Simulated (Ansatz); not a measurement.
Co$_{3}$H (slab)

```xyz
4
Lattice="2.4564 0.0000 0.0000 -1.2282 2.1273 0.0000 0.0000 0.0000 22.9695" Properties=species:S:1:pos:R:3 pbc="T T T"
Co    1.2282    0.7091    8.5001
Co    0.0000    1.4182   10.4252
Co    1.2282    0.7091   12.3941
H     1.2282    0.7091   13.8708
```

Spin-polarised.

Computed with DFT PBEsol, scalar-relativistic, plane waves, PAW (Ansatz).

In a PAW calculation such maps are meaningful between the atoms, not at the nuclei.

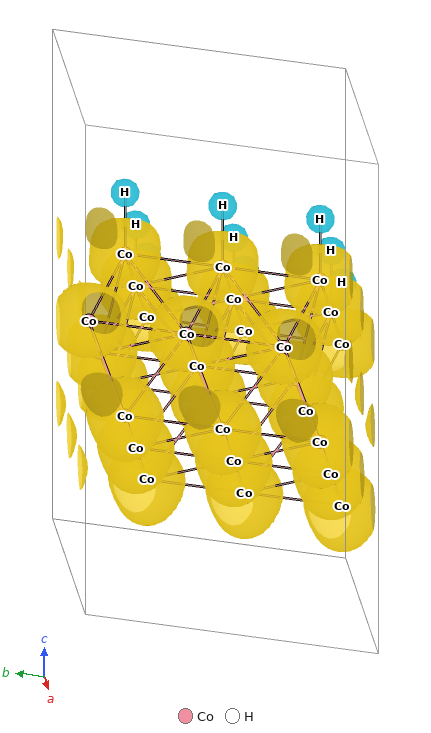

Figure 1. Isosurfaces of the spin density at +0.06 (yellow) and −0.06 e/Å³ (cyan), seen at an oblique angle. Sticks mark near contacts.

> Describe the spin distribution.

The spin density sits on Co: +1.7 μB, +1.5 μB and +0.9 μB in one cell of 4 atoms: parallel main moments (a ferromagnetic arrangement) in this solution. The cell of the calculation (4 atoms) carries 4.1 μB of net spin moment.

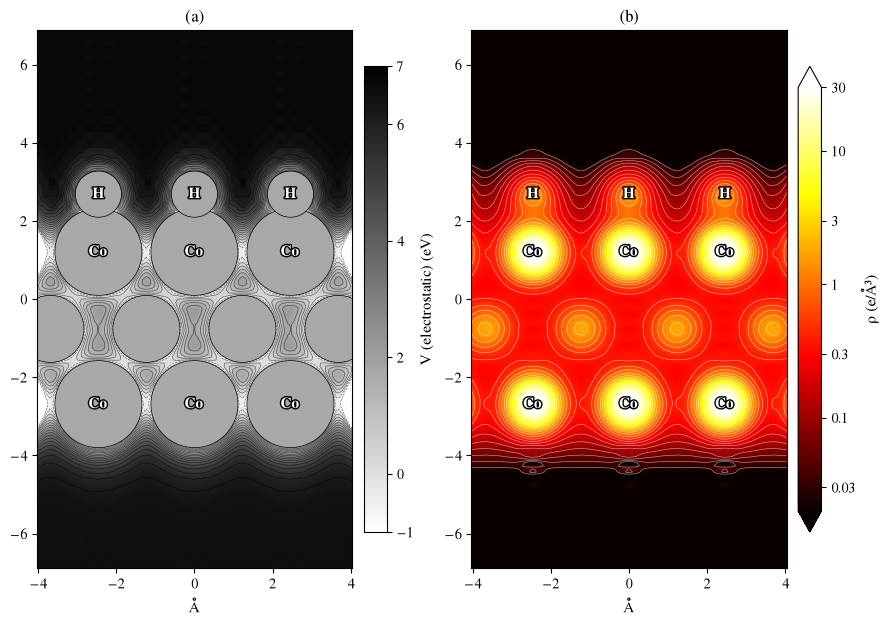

Figure 2. (a) electrostatic potential (local pseudopotential plus Hartree) felt by an electron; (b) valence pseudo-density on the (100) plane of the calculation cell, a cut from vacuum to vacuum. Grey discs cover the atomic cores in the potential map.

> What does the map show?

Atoms in the plane: Co and H.
Atoms just off the plane (Co, 0.7 Å away) can leave unmarked features too.
Co–H (1.48 Å): ρ at the midpoint is about 1.7 e/Å³.
Co–Co (2.46 Å): ρ at the midpoint is about 0.38 e/Å³.
The density dies away to nearly zero in the vacuum.
Outside the cores the potential energy rises away from the atoms and is highest in the vacuum; its zero is arbitrary.

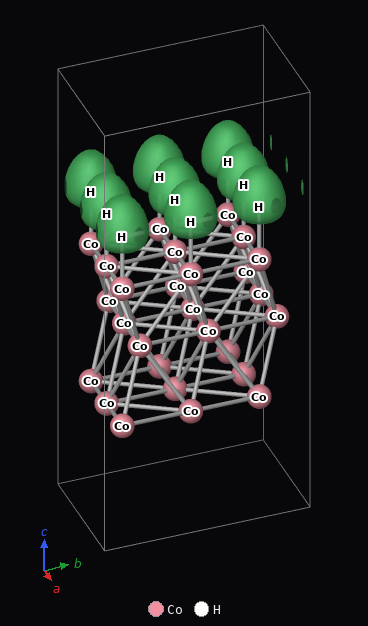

Figure 3. Isosurface of the ELF at 0.75 (green), seen slightly off an axis. Only the valence region is drawn (cores and ρ < 0.01 e/Å³ removed). Sticks mark near contacts.

> Identify the bonds, lone pairs and shells in this picture.

The surface consists of one region around a hydrogen nucleus, counted in one cell of 4 atoms. Counts are for one cell; the picture repeats the cell along the surface.


Co–H (1.48 Å): the ELF climbs to about 1 towards the hydrogen. Co–Co (2.39 Å): the ELF is about 0.25 at the midpoint; no shared electron pair shows on this line.

> Does the calculation make it a metal, or give it a gap?

It is metallic or semimetallic at this level of theory: no gap opens.
